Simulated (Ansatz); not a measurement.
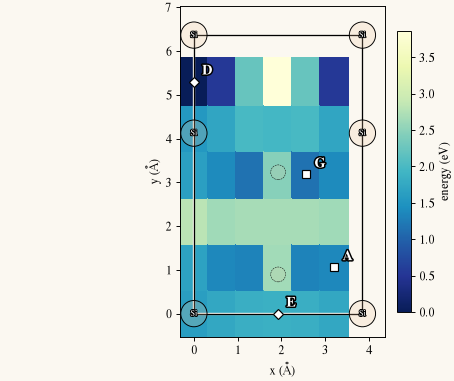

O on a Si(100) slab cut from the P6_3/mmc phase, its upper half relaxed before the scan (8 atoms of substrate and one adsorbate in a 1 × 1 cell). O is moved over the surface cell; relaxed at each place: the height of the adsorbate's atoms; substrate rigid; the origin of the map has the adsorbate above Si7. Places are given modulo a cell vector. The map is drawn in real space over the plane of the surface. The grid has 6 × 6 points; 24 points were computed and 12 follow by symmetry. Energies: eV, counted from the lowest grid point. At some places the adsorbate sinks to or below the level of the top layer. With one adsorbate in each 1 × 1 cell, its nearest image is 3.9 Å away, so neighbouring adsorbates interact. Computed with Ansatz, DFT PBE, scalar-relativistic, plane waves, PAW. Settings: cutoff 420 eV, k-mesh 7×4×1, gaussian smearing 0.05 eV, spin-polarised.

The picture shows one coloured cell a grid point, labelled circles for the atoms of the top layer and small ones for the second layer, the outline of one cell of the plane, lettered points.

Is G the lowest point of the computed grid?

Answer. No. G lies 1.15 eV above the lowest grid point, which is at (0/6, 5/6) of the cell vectors [nearest 1 Si at 1.69 Å].

Rank the lettered points by energy, lowest first.

Answer. D (0.00 eV), G (1.15 eV), A (1.36 eV), E (1.84 eV).

PAW datasets: the set soft_1.
